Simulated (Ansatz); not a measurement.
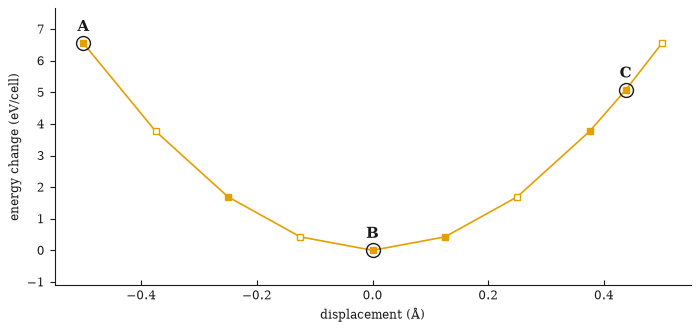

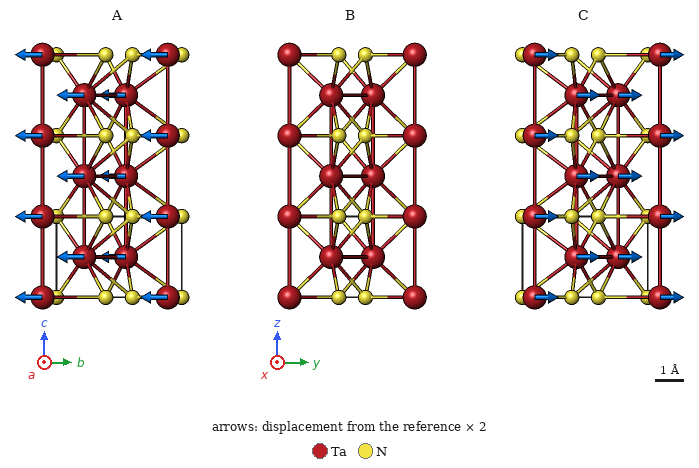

Energy scan for a crystal of TaN (P-62m), in which the whole Ta sublattice is shifted rigidly, along Cartesian [0 1 0], all else fixed. The lettered frames are marked on the plot. Hollow markers are points alike by symmetry, not computed again. A ball-and-stick model of the cell of the calculation, repeated 2 × 1 × 3 with one cell outlined, seen along the a axis. Blue arrows: displacements from the reference.

Computed with DFT PBEsol, scalar-relativistic, plane waves, PAW in Ansatz. Settings: plane-wave cutoff 420 eV; k-point mesh 12 × 12 × 16; occupations gaussian; smearing width 0.15 eV; no spin polarisation. Energies (free energies at the smearing named) are counted from the relaxed crystal.

Describe the profile.

Answer. The lowest computed point lies at the displacement 0.00 Å (0.00 eV/cell). The end points stand at 6.55 eV/cell (−0.50 Å) and 6.55 eV/cell (0.50 Å). The curvature at zero is about 54 eV/Å² per cell. The well is symmetric. At the highest point the shortest interatomic distance is 1.62 Å, against 2.04 Å in the reference. The distortion takes the space group from P-62m to Pm.

The computed points:

```csv
displacement (Å),energy change (eV/cell)
−0.5000,6.55
−0.3750,3.76
−0.2500,1.69
−0.1250,0.43
0.0000,0.00
0.1250,0.43
0.2500,1.69
0.3750,3.76
0.4375,5.07
0.5000,6.55
```

Points that are alike by symmetry were computed once.
